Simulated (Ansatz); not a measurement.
**A Fermi-surface study of AlNi (space group Cmmm, No. 65)**

The calculation's input:

```yaml
crystal:
  lattice:
    - [1.938694, -1.95319015, 0.0]
    - [1.938694, 1.95319015, 0.0]
    - [0.0, 0.0, 3.09943004]
  atoms:
    - { symbol: Al, position: [0.0, 0.0, 0.0] }
    - { symbol: Ni, position: [0.5, 0.5, 0.5] }
basis:
  ecutwfc: 420
kpoints:
  mp_grid: { grid: [14, 14, 12] }
hamiltonian:
  xc: lda
scf:
  occupations: { method: gaussian, width: 0.05 }
output:
  forces: true
  eigenvalues: true
  eigenstates:
    nscf_kmesh: { grid: [20, 20, 18] }
    top_band: c6
    de_dk: true
    localisation: true
  stress: true
checkpoint:
  write: ck
  compress: false
  write_wavefunctions: false
  write_every: 100000
```

Launched as:

```sh
ansatz run input.yaml --threads 1 --pin off --max-ram 3072MiB --backend cpu --events-out ev --progress --plain --runs-dir out
```

All numbers here come from DFT LDA, scalar-relativistic, plane waves, PAW; levels and slopes on a dense k mesh at the converged density in Ansatz. No spin polarisation. The levels come from a k mesh of 20×20×18 points. Unrelaxed database geometry (residual pressure −5 GPa). The cell comes from a database of computed structures, not from a measurement.

Part 1: The sheets

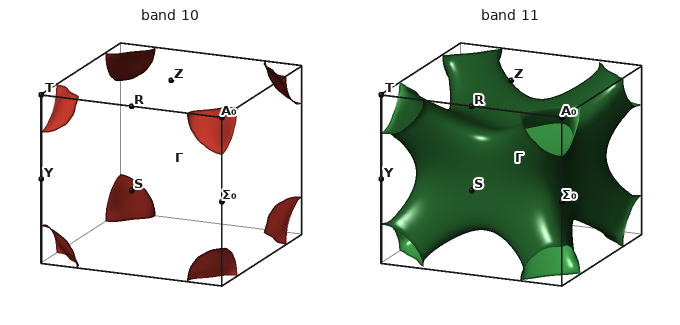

Computed Fermi surface of this crystal. Each panel holds one band. The brighter face of a sheet looks towards empty states.

Q: Summarise the topology of this Fermi surface.

A: Two bands cross the Fermi level; this is a three-dimensional metal.

Band 10: one hole pocket centred at T (2.2 % of the zone).
Band 11: a sheet that is open in all directions, neither an electron nor a hole pocket (the band is filled at Y, Z, S and R and empty at Γ and T).
A pocket cut by a face of the zone is counted once with the part on the opposite face.

Q: What does the calculation give for N(E_F) and the Drude plasma frequency?

A: The density of states at the Fermi level is 0.85 states/eV per primitive cell. The intraband plasma frequencies along the cartesian axes x, y and z of the cell as given are 6.4, 6.4 and 7.7 eV.

Part 2: Quantum oscillations

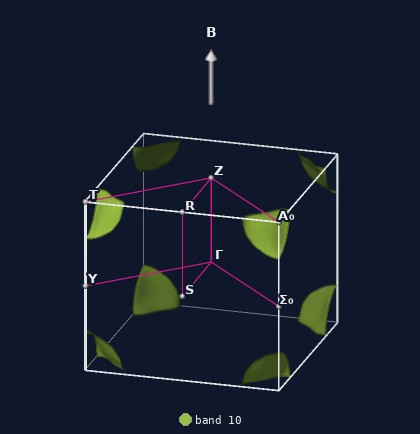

A band of this crystal with a closed pocket at the Fermi level (other bands may have more); the arrow B points along [001]. One band is drawn. The brighter face of a sheet looks towards empty states. Conventional cell: a = 3.88 Å, b = 3.91 Å, c = 3.10 Å, α = 90.00°, β = 90.00°, γ = 90.00°.

Q: Estimate the largest cross-section normal to [001], and the quantum-oscillation frequency for a field along [001], of the pocket of band 10 at T.

A: The hole pocket of band 10 at T: about 0.51 Å⁻², so F = ħA/2πe ≈ 5.3 kT; it holds 0.044 holes per cell.

Part 3: Weight on the atoms

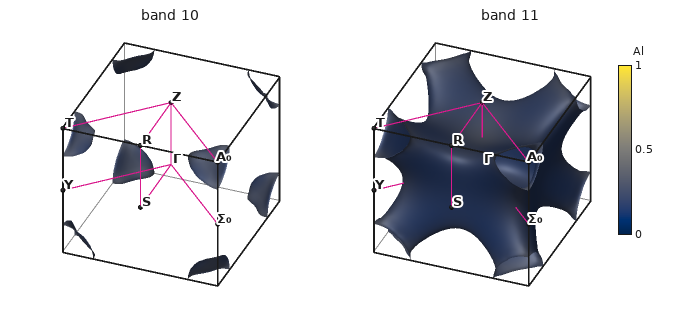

Fermi surface of this crystal, coloured by the weight of the states on Al (Voronoi cells).

Q: How much Al character do the sheets have, and what else?

A: Band 10: Ni (72 %) and Al (28 %). Band 11: Ni (78 %) and Al (22 %).

Part 4: Speeds

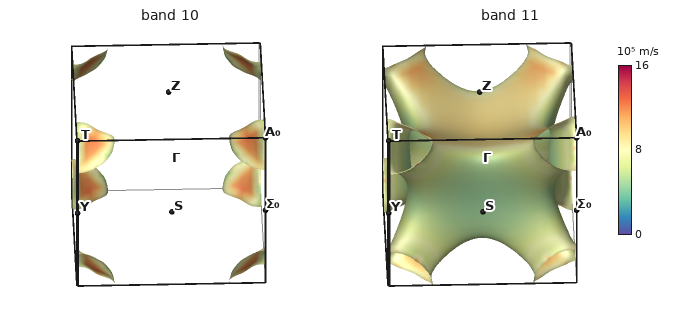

Fermi surface of this crystal, coloured by the Fermi speed.

Q: How fast are the electrons on each sheet?

A: Band 10: 5.4 to 12 × 10⁵ m/s over most of the sheet, 8.9 × 10⁵ m/s on average over states. Band 11: 4.8 to 10 × 10⁵ m/s over most of the sheet, 6.8 × 10⁵ m/s on average over states.

Q: Which of these bands adds most to the density of states at the Fermi level?

A: Band 11, with 0.78 of 0.85 states/eV per cell.

Part 5: Cuts and bands

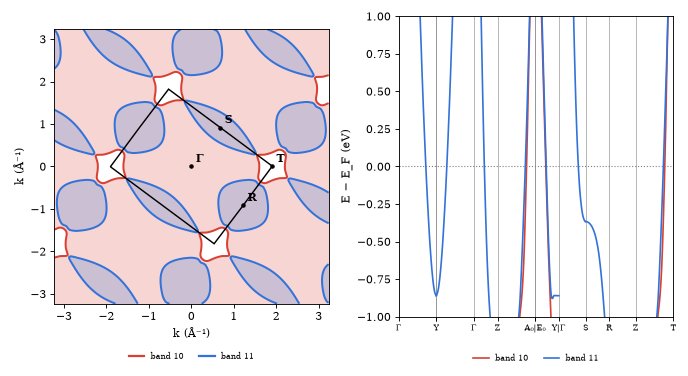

This crystal: cut through the Fermi surface in the plane through Γ, T and S, filled states shaded, and the bands that cross the Fermi level.

Q: For each band, read its level at the labelled points (eV from the Fermi level).

A:
| band | Γ | Y | T | Z | S | R |
| --- | --- | --- | --- | --- | --- | --- |
| band 10 | below | below | above | below | below | below |
| band 11 | above | −0.86 | above | below | −0.37 | below |

Negative values are filled states; "above" and "below" lie outside the plotted window.

A magnetic state wasn't tried and may lie lower. The mesh is coarse (steps of 0.11 Å⁻¹). Necks and pockets thinner than about two mesh steps aren't resolved, so separate pockets may in truth be joined.

Time for the whole run: 15 s on 1 thread of Intel(R) Xeon(R) 6975P-C (Granite Rapids), on a shared host, peak memory 0.53 GiB.
